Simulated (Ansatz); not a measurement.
# SnO: geometry relaxation (part 1 of 3)

System: SnO (slab, 12 atoms in the cell).
Method: DFT PBE, scalar-relativistic, plane waves, PAW, no spin polarisation (Ansatz 0.2.0).

The structure derives from an entry of the Crystallography Open Database. It belongs to a series of runs on one base structure; here: (1 0 0) slab, atoms relaxed.

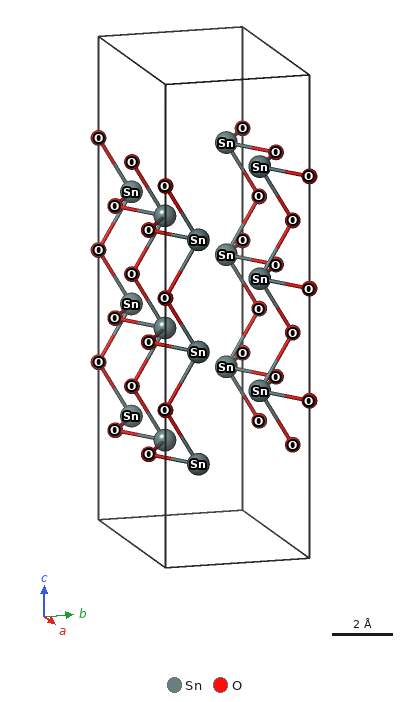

Fig. 1: The input geometry (ball-and-stick view of the 2 × 1 repeat of the cell, with the vacuum cut short, seen slightly off an axis). An atom can appear more than once, as a periodic image.

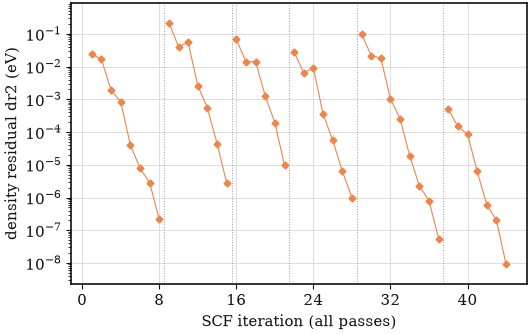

Fig. 2: Convergence of the self-consistent field: density residual dr2 against the SCF iteration. The dotted lines part the SCF passes of the relaxation: geometry steps, rejected trials and re-solves on a re-selected basis. The 6 passes take 6 to 9 iterations each, 44 in all.

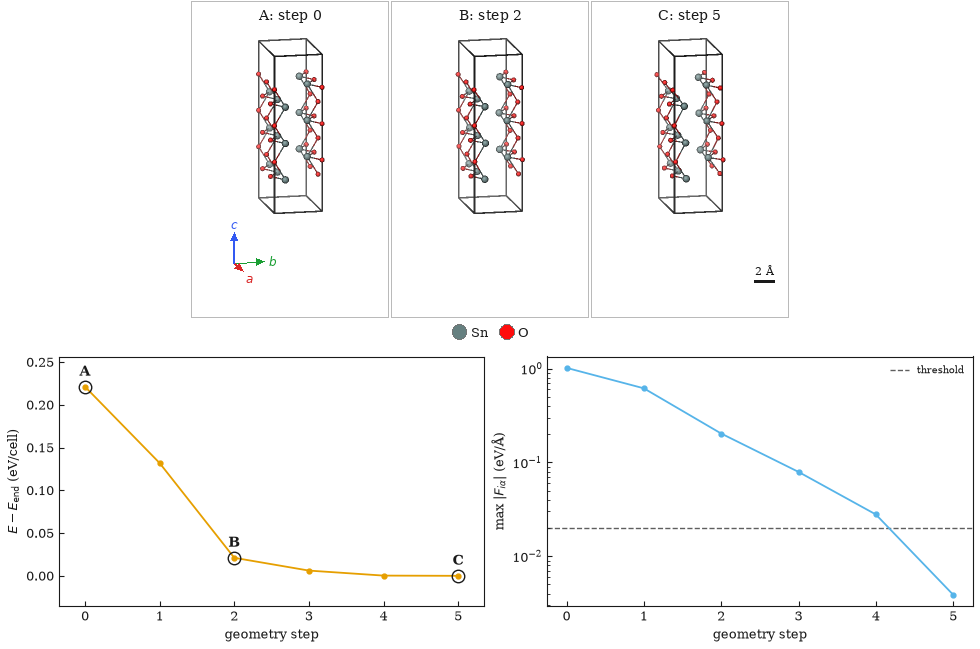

Fig. 3: Frames of the relaxation (ball-and-stick view of the 2 × 1 repeat of the cell, with the vacuum cut short, seen slightly off an axis) above the curves, on which the letters mark them (the first geometry is step 0 here and step 1 in the log).

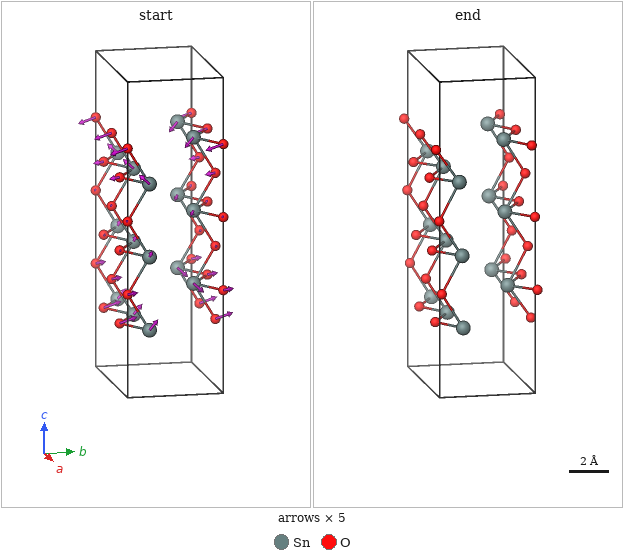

Fig. 4: Before (left) and after (right) the relaxation, at one scale (ball-and-stick view of the 2 × 1 repeat of the cell, with the vacuum cut short, seen slightly off an axis). The pink arrows give the displacements, magnified 5 times. The largest moves, 0.20 Å, are those of O2 and O12. Largest moves by element: O 0.20 Å, Sn 0.16 Å. The cell stays as it was. Among the contacts that change: O10–Sn11 2.255 → 2.163 Å, Sn11–O12 2.255 → 2.207 Å, O8–Sn9 2.255 → 2.291 Å, O6–Sn7 2.255 → 2.238 Å. Among the angles that change: O2–Sn1–O2 118.1° → 122.4°, Sn1–O2–Sn1 118.1° → 122.4°, Sn1–O4–Sn3 105.3° → 103.0°. Over 5 geometry steps the energy falls by 0.221 eV per cell of the calculation. Largest force component: 1 eV/Å at the start, 0.0039 eV/Å at the end. (Atoms are counted from 1 in the order of the input.)

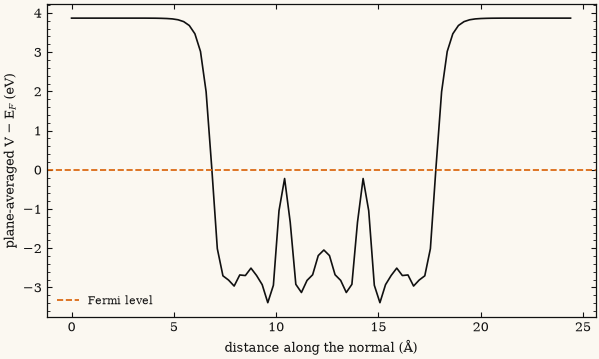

Fig. 5: Plane average of the electrostatic potential energy of an electron across the cell, from the Fermi level. The vacuum level lies 3.87 eV above the Fermi level.

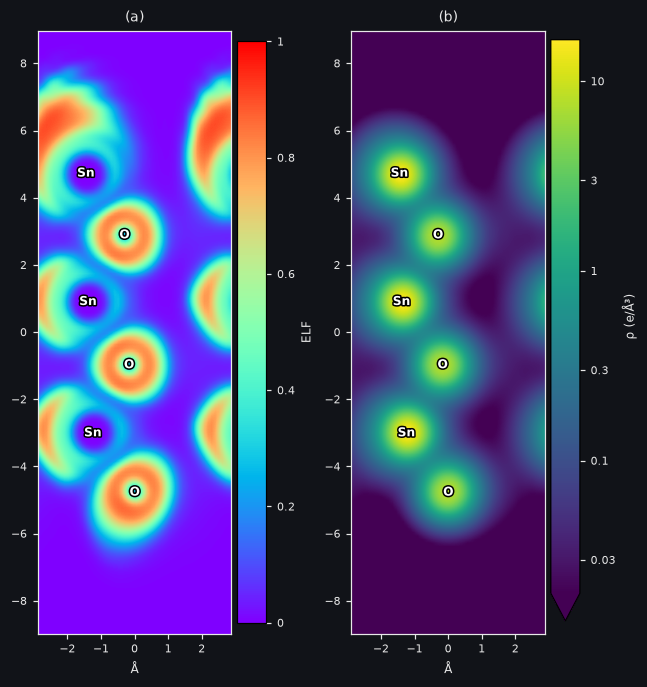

Fig. 6: (a) ELF; (b) valence pseudo-density on the (100) plane of the calculation cell, a cut from vacuum to vacuum. Sn–O (2.16 Å): the density is about 0.56 e/Å³ at the midpoint; the ELF is about 0.25 at the midpoint. Sn–O (2.24 Å): the density is about 0.46 e/Å³ at the midpoint; the ELF is about 0.20 at the midpoint. The density dies away to nearly zero in the vacuum. The fields are those of the smooth PAW valence density.

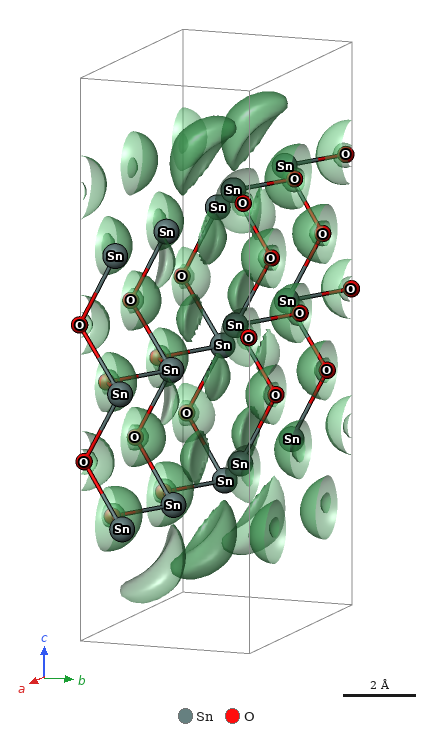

Fig. 7: Isosurface of the electron localisation function at 0.7 (green), seen slightly off an axis. Only the valence region is drawn (cores and ρ < 0.01 e/Å³ removed). Sticks mark near contacts. Profiles from the grid: Sn–O (2.16 Å): the ELF is about 0.25 at the midpoint. Sn–O (2.21 Å): the ELF is about 0.20 at the midpoint.

These pictures come from the run below.

Input file
```yaml
crystal:
  lattice:
    - [3.8681707509, 0.0, 0.0]
    - [0.0, 5.0672768617, 0.0]
    - [0.0, 0.0, 24.6704268772]
  atoms:
    - { symbol: Sn, position: [0.0, 0.2287361955, 0.3040077108] }
    - { symbol: O, position: [0.5, 0.0, 0.3040077108] }
    - { symbol: Sn, position: [0.5, 0.7712638045, 0.3824046265] }
    - { symbol: O, position: [0.0, 0.0, 0.3824046265] }
    - { symbol: Sn, position: [0.0, 0.2287361955, 0.4608015422] }
    - { symbol: O, position: [0.5, 0.0, 0.4608015422] }
    - { symbol: Sn, position: [0.5, 0.7712638045, 0.5391984578] }
    - { symbol: O, position: [0.0, 0.0, 0.5391984578] }
    - { symbol: Sn, position: [0.0, 0.2287361955, 0.6175953735] }
    - { symbol: O, position: [0.5, 0.0, 0.6175953735] }
    - { symbol: Sn, position: [0.5, 0.7712638045, 0.6959922892] }
    - { symbol: O, position: [0.0, 0.0, 0.6959922892] }
basis:
  ecutwfc: 420
kpoints:
  mp_grid: { grid: [9, 7, 1] }
hamiltonian:
  xc: pbe
scf:
  occupations: { method: gaussian, width: 0.05 }
output:
  forces: true
  eigenvalues: true
  write_density: true
  write_potential: true
  elf: true
  volumetric_format: npy
relax:
  adjacent_minimum: "off"
  f_tol: 0.02
  max_steps: 60
efield:
  axis: 3
  dipole_correction: true
  ramp_width: 0.04
```

Launched with:
```bash
ansatz run input.yaml --threads 1 --pin off --max-ram 2560MiB --backend cpu --events-out ev --progress --plain --runs-dir out
```

Log
```
Engine: ansatz 0.2.0, aarch64-unknown-linux-gnu
Pseudopotentials: kind: paw
Pseudopotential: Sn, paw, valence charge 14, recommended cutoff 420 eV (normal), Sn.paw.azcp
Pseudopotential: O, paw, valence charge 6, recommended cutoff 420 eV (normal), O.paw.azcp
Functional definition: PBE
  parameter kappa = 0.804
  parameter beta = 0.06672455060314922
  exchange = pbe_x(kappa = kappa, mu = beta*pi^2/3)
  correlation = pbe_c(beta = beta)
Crystal: 12 atoms, lattice volume = 483.567 Å³
Basis set: ecut = 420 eV, 9523 PW (Γ), exchange–correlation on 54×72×360 points (8 copies of the dense FFT grid, shifted against one another)
Bands: 72, of which v1, the nominal top of the filled ones, is band 60 counted from 1 (59 counted from 0)
Symmetry: 2 space group operations
k-points: 20 of 63 (time reversal used)
Non-local potential: Sn, projectors of the file, l = 0: 2, l = 1: 2, l = 2: 2, l = 3: 2
Non-local potential: O, projectors of the file, l = 0: 2, l = 1: 2, l = 2: 1
PAW form: soft (Blöchl's): semilocal exchange-correlation on the pseudo side does not see the compensation charge
PAW one-centre angular grid: Sn, 590 points (default); XC on 64 Gauss nodes
PAW one-centre angular grid: O, 110 points (default); XC on 64 Gauss nodes
Initial density: superposition of atomic densities (neutral atoms: chi_scale 0, normalization atom), corrected by the library's trained network
Initial wavefunctions: pseudopotential atomic-orbital guess
Functional: x = pbe(κ = 0.804, μ = 0.2195149727645171), c = pbe(β = 0.06672455060314922)
SCF iter   1: F=—  HF=-39549.113393 eV  |F-HF|=—  |Δ(HF+E_count)|=         —  Δρ=1.93e-3  dr2=2.40e-2  ethr=1.77e-3  p=0.000 e·Å  D=3.28e-14 V/Å  ΔV_dip=-0.00 eV  dr2_dipole=4.77e-10  V_vac-E_F(+/−)=3.71/3.71 eV  ⟨swp⟩=6.9  Hψ=5836  notcnv=0  defer=6
efield: sawtooth ramp at fractional position 0.9800 (placed from the atoms, in the widest stretch of the axis that holds none; the zero of the levels goes with the place), width 0.0400; the density the first Hamiltonian is built on has a dipole p = 0.000 e·Å; the dipole correction subtracts the counter field D = 3.28e-14 V/Å, which shifts the + side's vacuum level by -0.00 eV against the − side's; the planar-averaged density in the ramp window peaks in size at 1.6e-5 e/Å³
preconditioner: auto → Resta (q_TF=auto, 2.163 Å⁻¹)  ε∞=2.1  [insulator: Δε(μ)=0.825 eV  Ē_g=17.361 eV  σ=0.050 eV  W_gap=1.00  n_scr=84 (ndim 8)  ℏωp=18.5 eV  f_vac=0.495  D(μ)=0.00/eV (n_scr^D=0)  ε∞_Penn≈2.1  vacuum switching on, ρ_ref=2.2e-2 e/Å³]
SCF iter   2: F=—  HF=-39549.120418 eV  |F-HF|=—  |Δ(HF+E_count)|=   7.03e-3  Δρ=1.75e-3  dr2=1.68e-2  ethr=2.00e-5  p=-0.000 e·Å  D=-4.85e-6 V/Å  ΔV_dip=0.00 eV  dr2_dipole=6.14e-10  V_vac-E_F(+/−)=3.82/3.82 eV  ⟨swp⟩=3.0  Hψ=3304  notcnv=0  defer=103
SCF iter   3: F=—  HF=-39549.118555 eV  |F-HF|=—  |Δ(HF+E_count)|=   1.86e-3  Δρ=6.54e-4  dr2=1.90e-3  ethr=1.40e-5  p=-0.000 e·Å  D=-1.61e-6 V/Å  ΔV_dip=0.00 eV  dr2_dipole=2.52e-11  V_vac-E_F(+/−)=3.78/3.78 eV  ⟨swp⟩=2.0  Hψ=1712  notcnv=0  defer=103
SCF iter   4: F=—  HF=-39549.119176 eV  |F-HF|=—  |Δ(HF+E_count)|=   6.21e-4  Δρ=3.93e-4  dr2=8.46e-4  ethr=1.58e-6  p=0.000 e·Å  D=1.52e-6 V/Å  ΔV_dip=-0.00 eV  dr2_dipole=2.06e-11  V_vac-E_F(+/−)=3.80/3.80 eV  ⟨swp⟩=2.0  Hψ=1854  notcnv=0  defer=103
SCF iter   5: F=—  HF=-39549.119165 eV  |F-HF|=—  |Δ(HF+E_count)|=   1.17e-5  Δρ=8.45e-5  dr2=4.08e-5  ethr=7.05e-7  p=0.000 e·Å  D=1.14e-6 V/Å  ΔV_dip=-0.00 eV  dr2_dipole=2.68e-11  V_vac-E_F(+/−)=3.81/3.81 eV  ⟨swp⟩=2.0  Hψ=1802  notcnv=0  defer=103
iter 6 did not close the SCF: its close was put off until two iterations running show no level that it waits for move by more than its bar (scf_convergence_deferred on its scf_iter line)
SCF iter   6: F=-39549.119184 eV  HF=-39549.119180 eV  |F-HF|=3.65e-6  |Δ(HF+E_count)|=   1.58e-5  Δρ=4.31e-5  dr2=7.91e-6  ethr=8.33e-9  p=-0.000 e·Å  D=-9.13e-8 V/Å  ΔV_dip=0.00 eV  dr2_dipole=4.48e-12  V_vac-E_F(+/−)=3.81/3.81 eV  ⟨swp⟩=21.6  Hψ=15704  notcnv=0
iter 7 did not close the SCF: its close was put off until two iterations running show no level that it waits for move by more than its bar (scf_convergence_deferred on its scf_iter line)
SCF iter   7: F=-39549.119186 eV  HF=-39549.119186 eV  |F-HF|=2.40e-7  |Δ(HF+E_count)|=   5.72e-6  Δρ=2.36e-5  dr2=2.83e-6  ethr=6.59e-9  p=0.000 e·Å  D=3.03e-7 V/Å  ΔV_dip=-0.00 eV  dr2_dipole=6.09e-12  V_vac-E_F(+/−)=3.81/3.81 eV  ⟨swp⟩=11.9  Hψ=12139  notcnv=0
SCF iter   8: F=-39549.119187 eV  HF=-39549.119187 eV  |F-HF|=2.65e-7  |Δ(HF+E_count)|=   9.87e-7  Δρ=7.91e-6  dr2=2.13e-7  ethr=2.36e-9  p=-0.000 e·Å  D=-9.58e-8 V/Å  ΔV_dip=0.00 eV  dr2_dipole=1.26e-12  V_vac-E_F(+/−)=3.81/3.81 eV  ⟨swp⟩=10.7  Hψ=11599  notcnv=0
SCF 1 converged in 8 iterations: F = -39549.119187 eV  dr2 = 2.13e-7
  greatest PAW one-centre occupation: 0.993 electrons in one spin orbital (limit 2), on the Sn atom at site 4 (counted from 0), in its partial waves of l = 2
relax step   1: F+E_penalty+E_count = -39549.11918739 eV  Δ(F+E_penalty+E_count) = +0.000e0 eV  max|allowed force component| = 1.019e0 eV/Å  Δτ_max = 0.0000 Å  (8 SCF iters, dr2 threshold 1.00e-5 eV, accepted)
Initial density: handed on by an earlier stage of this run
Initial wavefunctions: those handed on with the density
iter 1 solved again at ethr=1.87e-4 eV; its pass at ethr=3.10e-3 eV (dr2=2.25e-1 eV) is discarded
```
